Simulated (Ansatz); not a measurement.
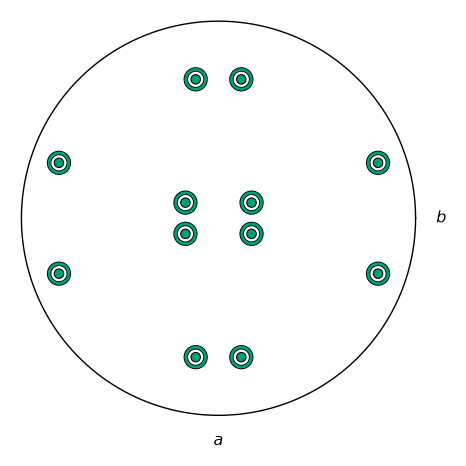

Stereographic projection: filled dots lie in the upper hemisphere, open rings in the lower. The c axis points at the viewer. The poles are all faces of one general form. Computed from the symmetry operations of a computed or model structure of composition In2O3.

**Identify the point group and its elements.**

m-3 (Th), order 24, cubic system: four threefold axes, three twofold axes, three mirror planes, an inversion centre.

**Which physical properties does it allow?**

It is centrosymmetric, so neither piezoelectric nor pyroelectric; it is not chiral.
